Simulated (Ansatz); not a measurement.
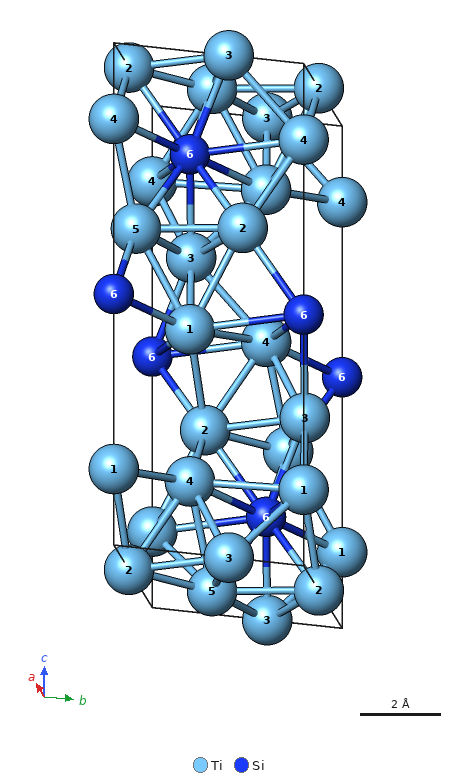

Fig. 1: The starting structure (ball-and-stick view of the cell 3 times as large as that of the calculation, set on its symmetry axes, seen at an oblique angle; atoms are numbered from 1 in the order of the input). An atom can appear more than once, as a periodic image.

# Geometry relaxation of Ti$_{5}$Si (part 1 of 2)

Ti$_{5}$Si (R32, 6 atoms in the cell), computed with DFT PBEsol, scalar-relativistic, plane waves, PAW, no spin polarisation (Ansatz 0.2.0).

The structure derives from a Materials Project entry. Figures and captions count atoms from 1; the log counts them from 0 in places.

Input file:
```yaml
crystal:
  lattice:
    - [2.5228393509, 1.4565619783, 4.4409048145]
    - [-2.5228393509, 1.4565619783, 4.4409048145]
    - [0.0, -2.9131239567, 4.4409048145]
  atoms:
    - { symbol: Ti, position: [0.15143967, 0.15143967, 0.15143967] }
    - { symbol: Ti, position: [0.60535, 0.39465, 0.0] }
    - { symbol: Ti, position: [0.0, 0.60535, 0.39465] }
    - { symbol: Ti, position: [0.84856033, 0.84856033, 0.84856033] }
    - { symbol: Ti, position: [0.39465, 0.0, 0.60535] }
    - { symbol: Si, position: [0.5, 0.5, 0.5] }
basis:
  ecutwfc: 420
kpoints:
  mp_grid: { grid: [12, 12, 12] }
hamiltonian:
  xc: pbesol
scf:
  occupations: { method: gaussian, width: 0.1 }
output:
  forces: true
  stress: true
  eigenvalues: true
  write_density: true
  write_potential: true
  elf: true
  volumetric_format: npy
relax:
  adjacent_minimum: "off"
  f_tol: 0.005
  max_steps: 80
  cell: { stress_tol: 0.05 }
```

Launched with:
```bash
ansatz run input.yaml --threads 1 --pin off --max-ram 2560MiB --backend cpu --events-out ev --progress --plain --runs-dir out
```

The program's output:
```
Engine: ansatz 0.2.0, x86_64-unknown-linux-gnu
Pseudopotentials: kind: paw
Pseudopotential: Ti, paw, valence charge 12, recommended cutoff 420 eV (normal), Ti.paw.azcp
Pseudopotential: Si, paw, valence charge 4, recommended cutoff 420 eV (normal), Si.paw.azcp
Functional definition: PBEsol
  exchange = pbesol_x
  correlation = pbesol_c
Crystal: 6 atoms, lattice volume = 97.913 Å³
Basis set: ecut = 420 eV, 1911 PW (Γ), exchange–correlation on 72×72×72 points (8 copies of the dense FFT grid, shifted against one another)
Bands: 39, of which v1, the nominal top of the filled ones, is band 32 counted from 1 (31 counted from 0)
Symmetry: 6 space group operations
Space group: R32 (ITA 155), of the structure as read, at distance tolerance 4.6e-5 Å
k-points: 189 of 1728 (time reversal used)
Non-local potential: Ti, projectors of the file, l = 0: 3, l = 1: 2, l = 2: 3, l = 3: 1
Non-local potential: Si, projectors of the file, l = 0: 2, l = 1: 2, l = 2: 2
PAW form: soft (Blöchl's): semilocal exchange-correlation on the pseudo side does not see the compensation charge
PAW frozen core: Ti, regenerated for the run's functional, and the local potential with it (the file was generated under x = pbe(κ = 0.804, μ = 0.2195149727645171), c = pbe(β = 0.06672455060314922))
PAW frozen core: Si, regenerated for the run's functional, and the local potential with it (the file was generated under x = pbe(κ = 0.804, μ = 0.2195149727645171), c = pbe(β = 0.06672455060314922))
PAW one-centre angular grid: Ti, 590 points (default); XC on 64 Gauss nodes
PAW one-centre angular grid: Si, 110 points (default); XC on 64 Gauss nodes
Initial density: superposition of atomic densities (neutral atoms: chi_scale 0, normalization atom), corrected by the library's trained network
Initial wavefunctions: pseudopotential atomic-orbital guess
Functional: x = pbesol(κ = 0.804, μ = 0.12345679012345678), c = pbesol(β = 0.046)
SCF iter   1: F=—  HF=-12992.965770 eV  |F-HF|=—  |Δ(HF+E_count)|=         —  Δρ=1.04e-2  dr2=1.25e-1  ethr=1.77e-3  ⟨swp⟩=7.0  Hψ=31574  notcnv=0
preconditioner: auto → Kerker (q_TF=auto, 2.542 Å⁻¹)  [metal: Δε(μ)=0.007 eV  Ē_g=3.347 eV  σ=0.100 eV  W_gap=0.04  n_scr=26 (ndim 8)  ℏωp=18.4 eV  f_vac=0.000  D(μ)=4.71/eV (n_scr^D=52)]
SCF iter   2: F=—  HF=-12992.935739 eV  |F-HF|=—  |Δ(HF+E_count)|=   3.00e-2  Δρ=4.62e-3  dr2=3.14e-2  ethr=1.96e-4  ⟨swp⟩=2.0  Hψ=11282  notcnv=0  defer=245
SCF iter   3: F=—  HF=-12992.926891 eV  |F-HF|=—  |Δ(HF+E_count)|=   8.85e-3  Δρ=1.04e-3  dr2=1.97e-3  ethr=4.90e-5  ⟨swp⟩=2.0  Hψ=8864  notcnv=0  defer=245
SCF iter   4: F=—  HF=-12992.926346 eV  |F-HF|=—  |Δ(HF+E_count)|=   5.45e-4  Δρ=1.70e-4  dr2=4.20e-5  ethr=3.08e-6  ⟨swp⟩=2.0  Hψ=9230  notcnv=0  defer=245
SCF iter   5: F=—  HF=-12992.926333 eV  |F-HF|=—  |Δ(HF+E_count)|=   1.26e-5  Δρ=3.52e-5  dr2=1.12e-6  ethr=6.56e-8  ⟨swp⟩=2.0  Hψ=9500  notcnv=0  defer=245
SCF iter   6: F=—  HF=-12992.926333 eV  |F-HF|=—  |Δ(HF+E_count)|=   1.70e-9  Δρ=9.81e-6  dr2=1.13e-7  ethr=1.56e-10  ⟨swp⟩=13.3  Hψ=48331  notcnv=0
SCF iter   7: F=-12992.926333 eV  HF=-12992.926333 eV  |F-HF|=5.05e-9  |Δ(HF+E_count)|=   2.66e-8  Δρ=2.63e-6  dr2=7.48e-9  ethr=1.56e-10  ⟨swp⟩=7.0  Hψ=38554  notcnv=0
SCF 1 converged in 7 iterations: F = -12992.926333 eV  dr2 = 7.48e-9
  greatest PAW one-centre occupation: 0.999 electrons in one spin orbital (limit 2), on the Ti atom at site 3 (counted from 0), in its partial waves of l = 0
relax step   1: F+E_penalty+E_count = -12992.92633311 eV  Δ(F+E_penalty+E_count) = +0.000e0 eV  max|allowed force component| = 6.669e-2 eV/Å  Δτ_max = 0.0000 Å  P = -4.410 GPa  Ω = 97.913 Å³  (7 SCF iters, dr2 threshold 1.00e-7 eV, accepted)
Crystal: 6 atoms, lattice volume = 91.741 Å³
Basis set: ecut = 420 eV, 1797 PW (Γ), exchange–correlation on 72×72×72 points (8 copies of the dense FFT grid, shifted against one another)
Initial density: handed on by an earlier stage of this run
Initial wavefunctions: those handed on with the density
iter 1 solved again at ethr=2.06e-5 eV; its pass at ethr=3.10e-3 eV (dr2=1.32e-2 eV) is discarded
SCF iter   1: F=—  HF=-12992.939480 eV  |F-HF|=—  |Δ(HF+E_count)|=         —  Δρ=3.17e-3  dr2=1.32e-2  ethr=2.06e-5  ⟨swp⟩=1.1  Hψ=42092  notcnv=0
preconditioner: auto → Kerker (q_TF=auto, 2.569 Å⁻¹)  [metal: Δε(μ)=0.007 eV  Ē_g=3.460 eV  σ=0.100 eV  W_gap=0.04  n_scr=26 (ndim 8)  ℏωp=19.0 eV  f_vac=0.000  D(μ)=4.76/eV (n_scr^D=52)]
SCF iter   2: F=—  HF=-12992.938467 eV  |F-HF|=—  |Δ(HF+E_count)|=   1.01e-3  Δρ=1.53e-3  dr2=2.66e-3  ethr=2.06e-5  ⟨swp⟩=2.0  Hψ=7971  notcnv=0
SCF iter   3: F=—  HF=-12992.938395 eV  |F-HF|=—  |Δ(HF+E_count)|=   7.26e-5  Δρ=3.26e-4  dr2=1.17e-4  ethr=4.16e-6  ⟨swp⟩=2.0  Hψ=9285  notcnv=0
SCF iter   4: F=—  HF=-12992.938355 eV  |F-HF|=—  |Δ(HF+E_count)|=   4.02e-5  Δρ=6.42e-5  dr2=4.26e-6  ethr=1.83e-7  ⟨swp⟩=2.0  Hψ=9623  notcnv=0
iter 5 did not close the SCF: its close was put off for the readings that it lacked (scf_convergence_deferred on its scf_iter line)
SCF iter   5: F=-12992.938354 eV  HF=-12992.938354 eV  |F-HF|=1.57e-7  |Δ(HF+E_count)|=   4.19e-7  Δρ=1.93e-5  dr2=2.85e-7  ethr=6.66e-9  ⟨swp⟩=2.0  Hψ=9672  notcnv=0
SCF iter   6: F=-12992.938354 eV  HF=-12992.938354 eV  |F-HF|=1.58e-8  |Δ(HF+E_count)|=   4.38e-8  Δρ=4.39e-6  dr2=2.12e-8  ethr=4.46e-10  ⟨swp⟩=6.3  Hψ=45656  notcnv=0
the search or the solves at the SCF's close seem to have found levels that the self-consistency loop had missed (the run counts 1). By its estimate they hold under 1e-12 electrons; where the run keeps them, the occupations were computed again with them
SCF 2 converged in 6 iterations: F = -12992.938354 eV  dr2 = 2.12e-8
  greatest PAW one-centre occupation: 0.999 electrons in one spin orbital (limit 2), on the Ti atom at site 0 (counted from 0), in its partial waves of l = 0
relax step   2: F+E_penalty+E_count = -12992.93835407 eV  Δ(F+E_penalty+E_count) = -1.202e-2 eV  max|allowed force component| = 9.383e-2 eV/Å  Δτ_max = 0.0203 Å  P = +4.013 GPa  Ω = 91.741 Å³  energy of the carried Pulay correction = +6.006e-4 eV  (6 SCF iters, dr2 threshold 6.00e-7 eV, accepted)
Crystal: 6 atoms, lattice volume = 94.632 Å³
Basis set: ecut = 420 eV, 1875 PW (Γ), exchange–correlation on 72×72×72 points (8 copies of the dense FFT grid, shifted against one another)
iter 1 solved again at ethr=4.28e-6 eV; its pass at ethr=3.10e-3 eV (dr2=2.74e-3 eV) is discarded
SCF iter   1: F=—  HF=-12992.975588 eV  |F-HF|=—  |Δ(HF+E_count)|=         —  Δρ=1.70e-3  dr2=2.55e-3  ethr=4.28e-6  ⟨swp⟩=1.5  Hψ=38645  notcnv=0
preconditioner: auto → Kerker (q_TF=auto, 2.556 Å⁻¹)  [metal: Δε(μ)=0.002 eV  Ē_g=3.378 eV  σ=0.100 eV  W_gap=0.01  n_scr=26 (ndim 8)  ℏωp=18.7 eV  f_vac=0.000  D(μ)=5.04/eV (n_scr^D=58)]
SCF iter   2: F=—  HF=-12992.975327 eV  |F-HF|=—  |Δ(HF+E_count)|=   2.62e-4  Δρ=8.93e-4  dr2=6.87e-4  ethr=3.98e-6  ⟨swp⟩=2.6  Hψ=10503  notcnv=0
SCF iter   3: F=—  HF=-12992.975273 eV  |F-HF|=—  |Δ(HF+E_count)|=   5.38e-5  Δρ=1.82e-4  dr2=3.53e-5  ethr=1.07e-6  ⟨swp⟩=2.0  Hψ=9649  notcnv=0
SCF iter   4: F=—  HF=-12992.975266 eV  |F-HF|=—  |Δ(HF+E_count)|=   6.64e-6  Δρ=3.75e-5  dr2=1.31e-6  ethr=5.52e-8  ⟨swp⟩=2.0  Hψ=9654  notcnv=0
iter 5 did not close the SCF: its close was put off for the readings that it lacked (scf_convergence_deferred on its scf_iter line)
SCF iter   5: F=-12992.975266 eV  HF=-12992.975266 eV  |F-HF|=6.41e-8  |Δ(HF+E_count)|=  4.86e-10  Δρ=1.20e-5  dr2=1.13e-7  ethr=2.05e-9  ⟨swp⟩=2.0  Hψ=9673  notcnv=0
SCF iter   6: F=-12992.975266 eV  HF=-12992.975266 eV  |F-HF|=4.42e-9  |Δ(HF+E_count)|=   1.89e-8  Δρ=2.49e-6  dr2=6.96e-9  ethr=1.76e-10  ⟨swp⟩=5.3  Hψ=43861  notcnv=0
SCF 3 converged in 6 iterations: F = -12992.975266 eV  dr2 = 6.96e-9
relax step   3: F+E_penalty+E_count = -12992.97526642 eV  Δ(F+E_penalty+E_count) = -3.691e-2 eV  max|allowed force component| = 2.425e-2 eV/Å  Δτ_max = 0.0194 Å  P = -0.226 GPa  Ω = 94.632 Å³  energy of the carried Pulay correction = +3.145e-4 eV  (6 SCF iters, dr2 threshold 6.00e-7 eV, accepted)
Crystal: 6 atoms, lattice volume = 94.501 Å³
iter 1 solved again at ethr=7.68e-7 eV; its pass at ethr=3.10e-3 eV (dr2=4.92e-4 eV) is discarded
SCF iter   1: F=—  HF=-12992.975652 eV  |F-HF|=—  |Δ(HF+E_count)|=         —  Δρ=4.83e-4  dr2=4.98e-4  ethr=7.68e-7  ⟨swp⟩=1.9  Hψ=30411  notcnv=0
preconditioner: auto → Kerker (q_TF=auto, 2.557 Å⁻¹)  [metal: Δε(μ)=0.002 eV  Ē_g=3.385 eV  σ=0.100 eV  W_gap=0.01  n_scr=26 (ndim 8)  ℏωp=18.7 eV  f_vac=0.000  D(μ)=5.03/eV (n_scr^D=58)]
SCF iter   2: F=—  HF=-12992.975626 eV  |F-HF|=—  |Δ(HF+E_count)|=   2.65e-5  Δρ=1.78e-4  dr2=6.92e-5  ethr=7.68e-7  ⟨swp⟩=1.0  Hψ=7380  notcnv=0
SCF iter   3: F=—  HF=-12992.975612 eV  |F-HF|=—  |Δ(HF+E_count)|=   1.36e-5  Δρ=3.34e-5  dr2=1.08e-6  ethr=1.08e-7  ⟨swp⟩=1.8  Hψ=7920  notcnv=0
iter 4 did not close the SCF: its close was put off for the readings that it lacked (scf_convergence_deferred on its scf_iter line)
SCF iter   4: F=-12992.975612 eV  HF=-12992.975612 eV  |F-HF|=3.54e-8  |Δ(HF+E_count)|=   1.72e-7  Δρ=7.56e-6  dr2=5.94e-8  ethr=1.68e-9  ⟨swp⟩=2.1  Hψ=9853  notcnv=0
iter 5 did not close the SCF: its close was put off for the readings that it lacked (scf_convergence_deferred on its scf_iter line)
SCF iter   5: F=-12992.975612 eV  HF=-12992.975612 eV  |F-HF|=2.70e-9  |Δ(HF+E_count)|=   5.46e-9  Δρ=1.66e-6  dr2=3.36e-9  ethr=9.28e-11  ⟨swp⟩=2.0  Hψ=8835  notcnv=0
SCF iter   6: F=-12992.975612 eV  HF=-12992.975612 eV  |F-HF|=2.62e-10  |Δ(HF+E_count)|=  3.26e-10  Δρ=5.29e-7  dr2=2.93e-10  ethr=5.24e-12  ⟨swp⟩=4.0  Hψ=36419  notcnv=0
SCF 4 converged in 6 iterations: F = -12992.975612 eV  dr2 = 2.93e-10
relax step   4: F+E_penalty+E_count = -12992.97561204 eV  Δ(F+E_penalty+E_count) = -3.456e-4 eV  max|allowed force component| = 1.374e-2 eV/Å  Δτ_max = 0.0024 Å  P = -0.051 GPa  Ω = 94.501 Å³  energy of the carried Pulay correction = +3.273e-4 eV  (6 SCF iters, dr2 threshold 2.40e-7 eV, accepted)
Crystal: 6 atoms, lattice volume = 94.465 Å³
iter 1 solved again at ethr=5.99e-7 eV; its pass at ethr=3.10e-3 eV (dr2=3.83e-4 eV) is discarded
SCF iter   1: F=—  HF=-12992.975744 eV  |F-HF|=—  |Δ(HF+E_count)|=         —  Δρ=4.26e-4  dr2=3.87e-4  ethr=5.99e-7  ⟨swp⟩=1.7  Hψ=29279  notcnv=0
preconditioner: auto → Kerker (q_TF=auto, 2.557 Å⁻¹)  [metal: Δε(μ)=0.001 eV  Ē_g=3.386 eV  σ=0.100 eV  W_gap=0.01  n_scr=26 (ndim 8)  ℏωp=18.7 eV  f_vac=0.000  D(μ)=5.04/eV (n_scr^D=58)]
SCF iter   2: F=—  HF=-12992.975722 eV  |F-HF|=—  |Δ(HF+E_count)|=   2.12e-5  Δρ=1.64e-4  dr2=5.91e-5  ethr=5.99e-7  ⟨swp⟩=1.0  Hψ=7378  notcnv=0
SCF iter   3: F=—  HF=-12992.975715 eV  |F-HF|=—  |Δ(HF+E_count)|=   7.36e-6  Δρ=3.04e-5  dr2=8.83e-7  ethr=9.23e-8  ⟨swp⟩=2.0  Hψ=8247  notcnv=0
SCF iter   4: F=—  HF=-12992.975694 eV  |F-HF|=—  |Δ(HF+E_count)|=   2.10e-5  Δρ=5.71e-6  dr2=3.40e-8  ethr=1.38e-9  ⟨swp⟩=2.0  Hψ=9493  notcnv=0
iter 5 did not close the SCF: its close was put off for the readings that it lacked (scf_convergence_deferred on its scf_iter line)
SCF iter   5: F=-12992.975694 eV  HF=-12992.975694 eV  |F-HF|=1.22e-9  |Δ(HF+E_count)|=   5.07e-9  Δρ=1.32e-6  dr2=1.72e-9  ethr=5.32e-11  ⟨swp⟩=2.0  Hψ=9625  notcnv=0
SCF iter   6: F=-12992.975694 eV  HF=-12992.975694 eV  |F-HF|=1.20e-10  |Δ(HF+E_count)|=  2.56e-10  Δρ=4.12e-7  dr2=1.50e-10  ethr=2.69e-12  ⟨swp⟩=4.1  Hψ=37439  notcnv=0
SCF 5 converged in 6 iterations: F = -12992.975694 eV  dr2 = 1.50e-10
relax step   5: F+E_penalty+E_count = -12992.97569399 eV  Δ(F+E_penalty+E_count) = -8.195e-5 eV  max|allowed force component| = 5.121e-4 eV/Å  Δτ_max = 0.0024 Å  P = -0.002 GPa  Ω = 94.465 Å³  energy of the carried Pulay correction = +3.308e-4 eV  (6 SCF iters, dr2 threshold 2.20e-8 eV, accepted)
Initial wavefunctions: pseudopotential atomic-orbital guess (no wavefunctions were taken with the density)
iter 1 solved again at ethr=6.05e-7 eV; its pass at ethr=3.10e-3 eV (dr2=3.87e-4 eV) is discarded
SCF iter   1: F=—  HF=-12992.975399 eV  |F-HF|=—  |Δ(HF+E_count)|=         —  Δρ=2.47e-5  dr2=7.39e-8  ethr=6.05e-7  ⟨swp⟩=3.0  Hψ=45630  notcnv=0
eigensolver tolerance schedule: the retry pair's looser diagonalisation over-reported the residual by 5240.54 of it (diagonalisation noise at an unbounded share of the residual, at the tolerance the schedule requests for it); recorded, not acted on — ethr = c·dr2/N_el stays at c = 1.0e-1
preconditioner: auto → Kerker (q_TF=auto, 2.557 Å⁻¹)  [metal: Δε(μ)=0.002 eV  Ē_g=3.386 eV  σ=0.100 eV  W_gap=0.01  n_scr=26 (ndim 8)  ℏωp=18.7 eV  f_vac=0.000  D(μ)=5.05/eV (n_scr^D=58)]
SCF iter   2: F=—  HF=-12992.975382 eV  |F-HF|=—  |Δ(HF+E_count)|=   1.70e-5  Δρ=1.29e-5  dr2=1.90e-8  ethr=1.15e-10  ⟨swp⟩=3.4  Hψ=14997  notcnv=0
SCF iter   3: F=—  HF=-12992.975382 eV  |F-HF|=—  |Δ(HF+E_count)|=   1.89e-8  Δρ=1.52e-6  dr2=3.99e-10  ethr=2.97e-11  ⟨swp⟩=2.3  Hψ=13122  notcnv=0
iter 4 did not close the SCF: its close was put off for the readings that it lacked (scf_convergence_deferred on its scf_iter line)
SCF iter   4: F=-12992.975382 eV  HF=-12992.975382 eV  |F-HF|=1.27e-11  |Δ(HF+E_count)|=  2.44e-10  Δρ=1.76e-7  dr2=2.32e-11  ethr=1.00e-12  ⟨swp⟩=2.0  Hψ=12698  notcnv=0
iter 5 did not close the SCF: its close was put off for the readings that it lacked (scf_convergence_deferred on its scf_iter line)
SCF iter   5: F=-12992.975382 eV  HF=-12992.975382 eV  |F-HF|=3.64e-12  |Δ(HF+E_count)|=  7.28e-12  Δρ=2.56e-8  dr2=5.44e-13  ethr=1.00e-12  ⟨swp⟩=1.0  Hψ=7371  notcnv=0
iter 6 did not close the SCF: its close was put off for the readings that it lacked (scf_convergence_deferred on its scf_iter line)
SCF iter   6: F=-12992.975382 eV  HF=-12992.975382 eV  |F-HF|=1.82e-12  |Δ(HF+E_count)|=    0.00e0  Δρ=8.43e-9  dr2=5.95e-14  ethr=1.00e-12  ⟨swp⟩=1.0  Hψ=7371  notcnv=0
iter 7 did not close the SCF: its close was put off for the readings that it lacked (scf_convergence_deferred on its scf_iter line)
SCF iter   7: F=-12992.975382 eV  HF=-12992.975382 eV  |F-HF|=0.00e0  |Δ(HF+E_count)|=    0.00e0  Δρ=1.89e-9  dr2=6.30e-15  ethr=1.00e-12  ⟨swp⟩=1.0  Hψ=7371  notcnv=0
SCF iter   8: F=-12992.975382 eV  HF=-12992.975382 eV  |F-HF|=5.46e-12  |Δ(HF+E_count)|=  3.64e-12  Δρ=5.28e-10  dr2=4.56e-16  ethr=1.00e-12  ⟨swp⟩=2.0  Hψ=17752  notcnv=0
SCF 6 converged in 8 iterations: F = -12992.975382 eV  dr2 = 4.56e-16
relax step   6: F+E_penalty+E_count = -12992.97538190 eV  Δ(F+E_penalty+E_count) = +3.121e-4 eV  max|allowed force component| = 5.169e-4 eV/Å  Δτ_max = 0.0000 Å  P = -0.002 GPa  Ω = 94.465 Å³  stress off target by 3.30e-3 GPa  SCF on the basis re-selected at this cell (its energy is not comparable with the rows above)  (8 SCF iters)
```
